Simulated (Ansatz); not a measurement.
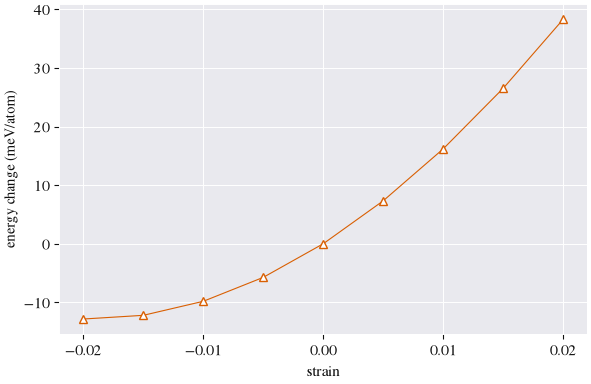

The plot gives the computed energy change against strain for HfS₂, space group P-3m1 (No. 164).

Cell as given: a = 3.640 Å, b = 3.640 Å, c = 6.056 Å, α = 90.00°, β = 90.00°, γ = 120.00°; 3 atoms.

Computed with Ansatz 0.2.0: homogeneous strain of a crystal along one Voigt pattern with engineering shear, fractional coordinates fixed, by plane-wave density functional theory with PAW datasets, free energies less that of the undisturbed cell; scalar-relativistic. Level: LDA, no spin polarisation.

wave cutoff 420 eV; k mesh 9×9×6; occupations Gaussian; smearing width 0.05 eV; k shift (0, 0, 0) (mesh steps); start as given; strain pattern (1, 1, 0, 0, 0, 0) (xx yy zz yz xz xy with engineering shear).

Give the values behind the plot as a table.

```json
{"strain": "-0.020", "energy change (meV/atom)": "-12.83"}
{"strain": "-0.015", "energy change (meV/atom)": "-12.20"}
{"strain": "-0.010", "energy change (meV/atom)": "-9.81"}
{"strain": "-0.005", "energy change (meV/atom)": "-5.73"}
{"strain": "0.000", "energy change (meV/atom)": "0.00"}
{"strain": "0.005", "energy change (meV/atom)": "7.32"}
{"strain": "0.010", "energy change (meV/atom)": "16.17"}
{"strain": "0.015", "energy change (meV/atom)": "26.50"}
{"strain": "0.020", "energy change (meV/atom)": "38.26"}
```

Note: odd k mesh can miss points on the zone edge; reference crystal is not relaxed.
